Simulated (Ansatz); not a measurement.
```xyz
6
Lattice="5.3575 0.0000 0.0000 0.0000 5.3575 0.0000 0.0000 0.0000 5.3575" Properties=species:S:1:pos:R:3 pbc="T T T"
Pb    1.3394    1.3394    1.3394
Pb    4.0181    4.0181    1.3394
Pb    1.3394    4.0181    4.0181
Pb    4.0181    1.3394    4.0181
O     0.0000    0.0000    0.0000
O     2.6787    2.6787    2.6787
```

Space group Pn-3m; changed on purpose from its base cell (volume × 0.97).

All numbers below come from DFT r2SCAN, scalar-relativistic, plane waves, PAW in Ansatz 0.2.0.

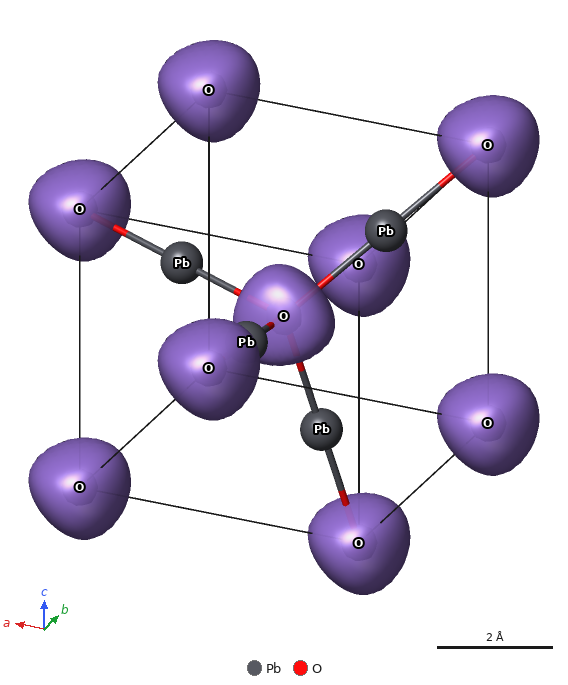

Pb2O. Isosurface of the ELF at 0.65 (purple), seen at an oblique angle. Only the valence region is drawn (cores and ρ < 0.01 e/Å³ removed). Sticks mark near contacts.

In a PAW calculation such maps are meaningful between the atoms, not at the nuclei.

**Where are the electrons localised?**

The ELF exceeds this value in two regions wrapped around O (the valence shell of each), counted in one cell of 6 atoms. Any copies at cell faces, edges or corners count once. Profiles from the grid: Pb–O (2.32 Å): the ELF is about 0.15 at the midpoint; no shared electron pair shows on this line.

**Does the calculation make it a metal, or give it a gap?**

It is metallic or semimetallic at this level of theory: no gap opens.
